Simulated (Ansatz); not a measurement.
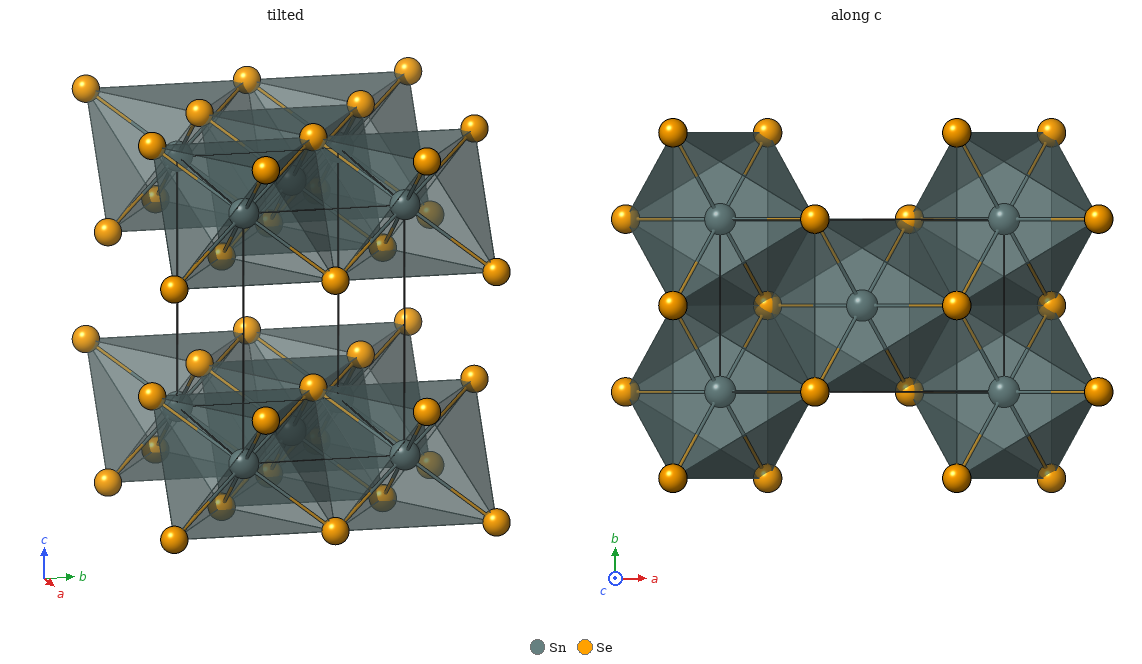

The image is a polyhedral drawing of a crystal, viewed slightly off an axis and along the c axis. The wireframe shows the conventional unit cell. A few atoms beyond the faces are included.

SnSe₂, space group C2/m (No. 12), a = 6.625 Å, b = 4.033 Å, c = 6.227 Å, α = 90.00°, β = 90.00°, γ = 90.00°. It goes back to a structure type filled with these elements by a generator (whether the compound takes this form wasn't checked). The cell was then strained or its atoms displaced on purpose. It was run through Ansatz as a DFT input.

This one geometry was computed with Ansatz (DFT, plane waves, PAW) at three levels of theory: HSE06, PBE and r2SCAN.

Which level gives the highest pressure at this volume, and what does that say about its equilibrium volume?

Highest: PBE (0.5 GPa), which points to the largest equilibrium volume. Lowest, with the smallest volume: HSE06 (-2.2 GPa). Levels within 0.5 GPa of each other can't be told apart.

How does the band gap change with the level of theory?

PBE: a gap of 0.36 eV, indirect; r2SCAN: a gap of 0.62 eV, indirect; HSE06: a gap of 1.09 eV, indirect.

Collect the results in a table.

| level | cutoff (eV) | k-mesh of the run's cell | gap (eV) | pressure (GPa) |
| --- | --- | --- | --- | --- |
| HSE06 | 420 | 6×6×4 | 1.09 | -2.2 |
| PBE | 420 | 12×12×4 | 0.36 | 0.5 |
| r2SCAN | 500 | 12×12×4 | 0.62 | -1.5 |

Gaps are taken on the k-mesh or band path of each run.
